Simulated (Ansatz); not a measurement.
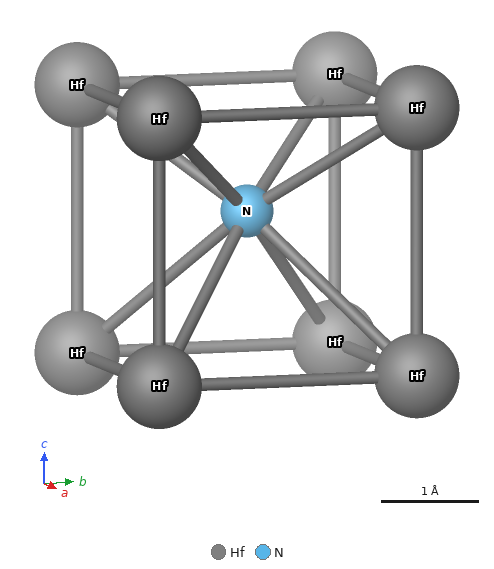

**Figure 1.** The structure (ball-and-stick view of the cell of the calculation, set on other vectors, seen slightly off an axis). Near neighbours in the crystal (not all of them lie inside the picture): Hf has 6 Hf at 2.79 Å and 8 N at 2.31 to 2.54 Å; N has 8 Hf at 2.31 to 2.54 Å.

# Run report: HfN, single-point calculation

HfN (P4mm, 2 atoms in the cell), computed with DFT PBEsol, scalar-relativistic, plane waves, PAW, no spin polarisation (Ansatz 0.2.0).

The structure was built on a prototype by a generator; it need not be a known phase. It belongs to a series of runs on one base structure; here: atom 2 (N) moved 0.2 A along x. Figures and captions count atoms from 1; the log counts them from 0 in places.

## Input
```yaml
crystal:
  lattice:
    - [2.7904350122, 0.0, 0.0]
    - [0.0, 2.7904350122, 0.0]
    - [0.0, 0.0, 2.7904350122]
  atoms:
    - { symbol: Hf, position: [0.0, 0.0, 0.0] }
    - { symbol: "N", position: [0.5716734126, 0.5, 0.5] }
basis:
  ecutwfc: 420
  ecutrho_ratio: 4
kpoints:
  mp_grid: { grid: [12, 12, 12] }
hamiltonian:
  xc: pbesol
scf:
  occupations: { method: gaussian, width: 0.05 }
output:
  forces: true
  stress: true
  eigenvalues: true
```

## What the program printed
```
Engine: ansatz 0.2.0, aarch64-unknown-linux-gnu
Pseudopotentials: kind: paw
Pseudopotential: Hf, paw, valence charge 26, recommended cutoff 420 eV (normal), Hf.paw.azcp
Pseudopotential: N, paw, valence charge 5, recommended cutoff 420 eV (normal), N.paw.azcp
Functional definition: PBEsol
  exchange = pbesol_x
  correlation = pbesol_c
Crystal: 2 atoms, lattice volume = 21.728 Å³
Basis set: ecut = 420 eV, 437 PW (Γ), exchange–correlation on 40×40×40 points (8 copies of the dense FFT grid, shifted against one another)
Bands: 20, of which v1, the nominal top of the filled ones, is band 16 counted from 1 (15 counted from 0)
Symmetry: 8 space group operations
Space group: P4mm (ITA 99), of the structure as read, at distance tolerance 2.8e-5 Å
k-points: 196 of 1728 (time reversal used)
Non-local potential: Hf, projectors of the file, l = 0: 3, l = 1: 2, l = 2: 2, l = 3: 3
Non-local potential: N, projectors of the file, l = 0: 2, l = 1: 2, l = 2: 1
PAW form: soft (Blöchl's): semilocal exchange-correlation on the pseudo side does not see the compensation charge
PAW frozen core: Hf, regenerated for the run's functional, and the local potential with it (the file was generated under x = pbe(κ = 0.804, μ = 0.2195149727645171), c = pbe(β = 0.06672455060314922))
PAW frozen core: N, regenerated for the run's functional, and the local potential with it (the file was generated under x = pbe(κ = 0.804, μ = 0.2195149727645171), c = pbe(β = 0.06672455060314922))
PAW one-centre angular grid: Hf, 590 points (default); XC on 64 Gauss nodes
PAW one-centre angular grid: N, 110 points (default); XC on 64 Gauss nodes
Initial density: superposition of atomic densities (neutral atoms: chi_scale 0, normalization atom), corrected by the library's trained network
Initial wavefunctions: pseudopotential atomic-orbital guess
Functional: x = pbesol(κ = 0.804, μ = 0.12345679012345678), c = pbesol(β = 0.046)
SCF iter   1: F=—  HF=-15978.235718 eV  |F-HF|=—  |Δ(HF+E_count)|=         —  Δρ=1.04e-2  dr2=1.76e-2  ethr=1.77e-3  ⟨swp⟩=5.2  Hψ=16396  notcnv=0
preconditioner: auto → none  [metal: Δε(μ)=0.005 eV  Ē_g=18.678 eV  σ=0.050 eV  W_gap=0.06  n_scr=6 (ndim 8)  ℏωp=42.9 eV  f_vac=0.000  D(μ)=1.13/eV (n_scr^D=6)  sad-step TF]
SCF iter   2: F=—  HF=-15978.232175 eV  |F-HF|=—  |Δ(HF+E_count)|=   3.54e-3  Δρ=5.81e-3  dr2=5.88e-3  ethr=5.69e-5  ⟨swp⟩=2.7  Hψ=8001  notcnv=0  defer=42
SCF iter   3: F=—  HF=-15978.230773 eV  |F-HF|=—  |Δ(HF+E_count)|=   1.40e-3  Δρ=1.30e-3  dr2=2.18e-4  ethr=1.90e-5  ⟨swp⟩=2.0  Hψ=6932  notcnv=0  defer=42
SCF iter   4: F=—  HF=-15978.230395 eV  |F-HF|=—  |Δ(HF+E_count)|=   3.78e-4  Δρ=3.76e-4  dr2=1.02e-5  ethr=7.04e-7  ⟨swp⟩=2.1  Hψ=6951  notcnv=0  defer=42
SCF iter   5: F=—  HF=-15978.230424 eV  |F-HF|=—  |Δ(HF+E_count)|=   2.90e-5  Δρ=5.49e-5  dr2=5.27e-7  ethr=3.29e-8  ⟨swp⟩=2.1  Hψ=6531  notcnv=0  defer=42
SCF iter   6: F=-15978.230423 eV  HF=-15978.230423 eV  |F-HF|=6.81e-8  |Δ(HF+E_count)|=   3.05e-7  Δρ=1.68e-5  dr2=5.36e-8  ethr=3.23e-10  ⟨swp⟩=7.0  Hψ=20172  notcnv=0
SCF 1 converged in 6 iterations: F = -15978.230423 eV  dr2 = 5.36e-8
  greatest PAW one-centre occupation: 0.999 electrons in one spin orbital (limit 2), on the Hf atom at site 0 (counted from 0), in its partial waves of l = 3
SCF converged after 6 iterations
Free energy (F): -15978.230423 eV
Harris-Foulkes:  -15978.230423 eV  (|F-HF|=6.81e-8)
Internal energy: -15978.228965 eV  (E = F + TS)
E sigma→0 (E₀):  -15978.229694 eV
Entropy (-TS):   -0.001459 eV (-0.729 meV/atom)
Fermi energy:    24.093698 eV
--- Per-component energies (eV) ---
  E_band       = 222.378497
  E_kinetic    = 559.933558
  E_local      = -4589.470104  (includes V_loc(G=0)·N_el)
  E_nonlocal   = -1192.646820
  E_hartree    = 2194.936437
  E_xc         = -359.723784
  E_vxc        = -345.459761  (∫ρ·V_xc dr)
  E_paw        = -6929.833449  (= ΣΔE_a)
  E_vpaw       = 1400.145233  (= ΣTr[D̂ρ^β])
  E_aug_tail   = 0.000089  (compensation charges beyond the density's cutoff)
  E_ewald      = -5662.704081
  E_core_change = 1.279190  (= ΣΔE_core)
  E_smearing   = -0.001459  (= −TS)
  E_closure    = -0.000000  (closes the sum)
  Σ components = -15978.230423   (vs F -15978.230423, Δ=0.00e0)
--- Forces (eV/Å), atoms counted from 1 ---
  atom   1  Hf     0.62590295    -0.00000000     0.00000000
  atom   2  N     -0.62637632     0.00000000     0.00000000
  max |Σ_I F_I| component: 4.73e-4 eV/Å
--- Stress (GPa, compression-positive) ---
        2.001299      -0.000000       0.000000
       -0.000000       4.822536       0.000000
        0.000000       0.000000       4.822536
  P = ⅓ Tr σ = 3.8821 GPa (38.821 kbar)
--- Band table (eV; the first three rows and the last of 196) ---
  k-point 0: bands = ["-37.7701", "-5.9189", "-5.9168", "-5.9168", "7.6830", "12.4119", "12.4146", "12.4146", "12.4583", "12.4583", "12.4607", "12.4754", "20.6606", "21.4391", "22.8714", "22.8714", "24.0354", "27.7215", "30.5947", "30.7799"]
  k-point 1: bands = ["-37.7630", "-6.0326", "-5.9077", "-5.9066", "7.8303", "12.4108", "12.4148", "12.4174", "12.4476", "12.4615", "12.4644", "12.4742", "20.6451", "21.1915", "22.7422", "23.0156", "23.9356", "28.1748", "30.4813", "30.7836"]
  k-point 2: bands = ["-37.7438", "-6.3352", "-5.8800", "-5.8785", "8.2382", "12.4006", "12.4197", "12.4240", "12.4255", "12.4664", "12.4752", "12.4760", "19.9168", "21.0880", "22.3972", "23.3450", "24.1452", "29.1689", "30.4481", "30.8086"]
  k-point 195: bands = ["-37.4643", "-6.9110", "-6.9110", "-6.8976", "10.7380", "12.4241", "12.4272", "12.4272", "12.4959", "12.4990", "12.4990", "12.9248", "16.9783", "16.9783", "17.1371", "31.2550", "31.2550", "32.3823", "34.0331", "34.0349"]
```

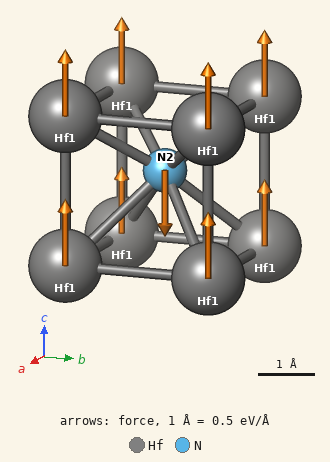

**Figure 2.** Forces on the atoms as orange arrows (ball-and-stick view of the cell of the calculation, set on other vectors, seen slightly off an axis; atoms are numbered from 1 in the order of the input). The largest act on N2 (0.63 eV/Å); Hf1 (0.63 eV/Å). The geometry is not a stationary point of this energy.

## Key numbers

- outcome: converged
- space group (tolerance 0.01 Å): P4mm (99)
- electrons treated: 31
- free energy: −15978.2304 eV
- Fermi energy: 24.094 eV
- gap on the k-point mesh: none (metallic)
- pressure: 3.88 GPa
- largest force (length of the vector): 0.626 eV/Å
- hardware: 4 threads of an Arm (aarch64) CPU, shared host
- wall time: 3.5 s (CPU time 13 s)
- peak memory: 0.39 GiB

## Remarks

Spin–orbit coupling is left out, which matters for Hf. The cell holds an odd number of electrons but the run has no spin polarisation, so it comes out as a metal.
